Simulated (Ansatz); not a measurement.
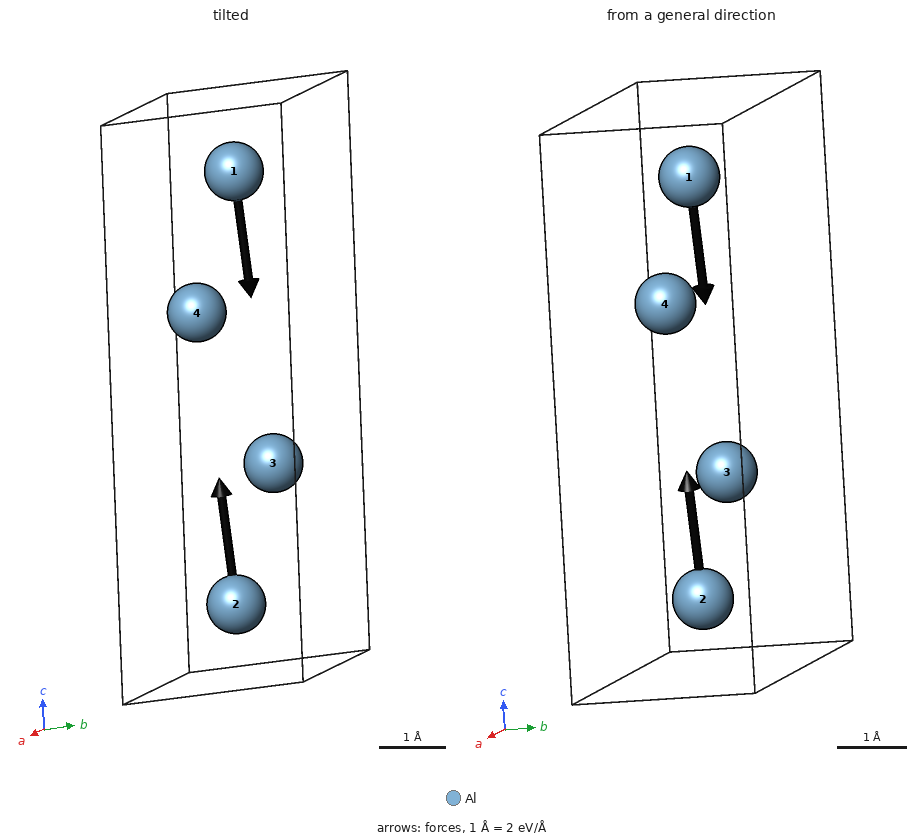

Spheres-only drawing of the structure, looking slightly off an axis and from a general direction. The wireframe shows the simulation cell. The arrows are the computed forces on the atoms.

System: Al. Level of theory and settings: DFT r2SCAN, scalar-relativistic, plane waves, PAW in Ansatz, plane waves up to 500 eV, 22×22×7 k-mesh, Gaussian smearing of 0.15 eV, no spin polarisation.

Question: Is the structure at rest?

Answer: No. The atoms still feel forces of up to about 3.1 eV/Å, far above a usual threshold of 0.01 to 0.03 eV/Å.

Question: Which atom feels the largest force?

Answer: Al1 and Al2, about 3.1 eV/Å.

Starting structure: a structure listed in the Materials Project. The cell was then strained or its atoms displaced on purpose. An electronic-structure calculation with Ansatz was run on it.
